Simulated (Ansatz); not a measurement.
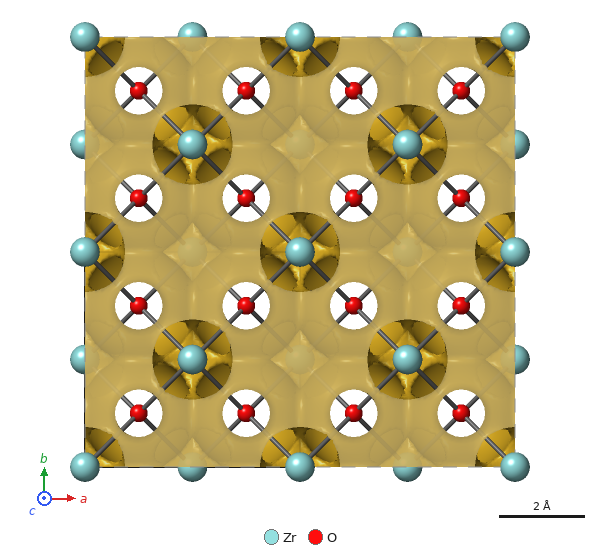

The yellow surface encloses the points that the centre of a probe sphere of radius 0.10 Å can occupy in ZrO2 (Fm-3m, No. 225), computed on a grid of about 0.14 Å (2×2×2 cells shown, view along the c axis; pale faces close the region where the box cuts it).

Atoms are hard spheres with Shannon crystal radii (six-coordinate where tabulated): Zr 0.86 Å, O 1.26 Å.

Origin of the cell: the geometry relaxed with DFT PBE, scalar-relativistic, plane waves, PAW (Ansatz 0.2.0).

```cif
data_structure
_symmetry_space_group_name_H-M 'Fm-3m'
_symmetry_Int_Tables_number 225
_cell_length_a 5.1158
_cell_length_b 5.1158
_cell_length_c 5.1158
_cell_angle_alpha 90.000
_cell_angle_beta 90.000
_cell_angle_gamma 90.000
_cell_volume 133.89
loop_
_atom_site_label
_atom_site_type_symbol
_atom_site_symmetry_multiplicity
_atom_site_Wyckoff_symbol
_atom_site_fract_x
_atom_site_fract_y
_atom_site_fract_z
_atom_site_occupancy
Zr1 Zr 4 a 0.00000 0.00000 0.00000 1
O1 O 8 c 0.25000 0.75000 0.75000 1
```

Describe the connectivity of the accessible space.

Answer. Where they connect, they form a three-dimensional network.

What share of the cell can the probe's centre reach?

Answer. About 27 % of the volume (37 Å³ of 133.9 Å³).

Give the largest included and the largest free sphere.

Answer. The largest sphere that fits anywhere has a diameter of 1.91 Å; the largest that can travel through the crystal, about 0.4 Å.

How does the connectivity change as the probe shrinks?

Answer. Below a radius of about 0.21 Å the space forms a three-dimensional network. These are grid estimates, good to about 0.05 Å.
